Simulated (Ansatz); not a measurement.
System: EuO, space group Fm-3m (No. 225) (one of a set of cubic test structures, which need not be the stable phase).

One of the inputs:
```
crystal:
  lattice:
    - [0.0, 2.408205363772, 2.408205363772]
    - [2.408205363772, 0.0, 2.408205363772]
    - [2.408205363772, 2.408205363772, 0.0]
  atoms:
    - { symbol: Eu, position: [0, 0, 0] }
    - { symbol: O, position: [0.5, 0.5, 0.5] }
kpoints:
  mp_grid: { grid: [12, 12, 12] }
hamiltonian:
  xc: r2scan
  pseudopotentials:
    kind: paw
    azcp:
      Eu: "pseudopotentials/pbe/paw/ansatz_paw_generated_hard_1/Eu.paw.azcp"
      O: "pseudopotentials/pbe/paw/ansatz_paw_generated_hard_1/O.paw.azcp"
scf:
  occupations: { method: fermi_dirac, width: 0.1 }
  convergence: { dr2_threshold: "1e-9 eV" }
  max_iter: 300
output:
  forces: true
  stress: true
basis:
  xc_grid: 2
```

Run as:
```bash
ansatz run input.yaml --threads 1
```

Calculation (Ansatz 0.2.0 development build): equation of state of a cubic crystal from periodic Kohn-Sham density functional theory without spin; pressure corrected for the finite basis. Level: r2SCAN.

structure type rock salt; atoms in cell 2; space group number 225; lattice centring face-centred primitive; k mesh 12×12×12; occupation method Fermi–Dirac; occupation width 0.1 eV; wave cutoff 700 eV; datasets hard PAW; density tolerance 1e−09 eV; bands 24; density cutoff ratio 4; search for lower states default; xc grid level 2.

Predict the energy above the lowest point and pressure against volume. The volume takes the values 13.11, 13.54, 13.97, 14.39, 14.82 Å³/atom.

The energy above the lowest point falls from 97.0 meV/atom at volume 13.11 Å³/atom to 0.0 meV/atom at 14.82 Å³/atom. The pressure falls from 19.5 GPa at volume 13.11 Å³/atom to 0.2 GPa at 14.82 Å³/atom.

| volume (Å³/atom) | energy above the lowest point (meV/atom) | pressure (GPa) |
| --- | --- | --- |
| 13.11 | 97.0 | 19.5 |
| 13.54 | 52.6 | 13.9 |
| 13.97 | 22.7 | 8.7 |
| 14.39 | 5.7 | 4.1 |
| 14.82 | 0.0 | 0.2 |

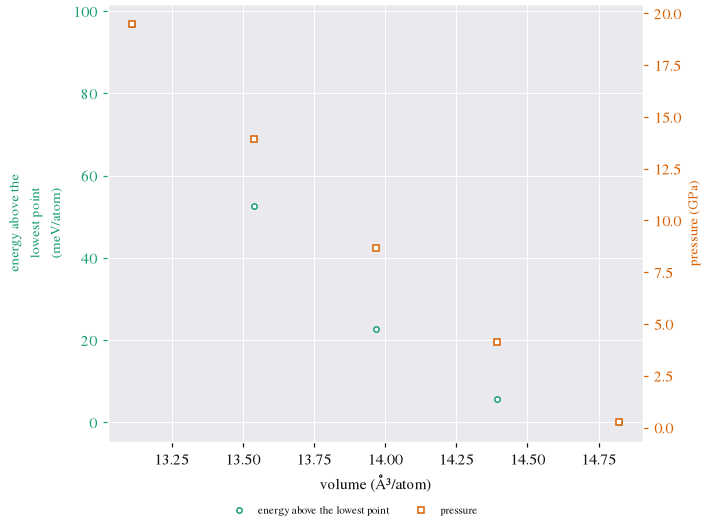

Limits of the calculation: open f shell treated without spin; open f shell, state may not be the lowest; pseudopotentials made with PBE, not this functional; the volumes run don't bracket the minimum of the energy, so any equilibrium value is extrapolated.
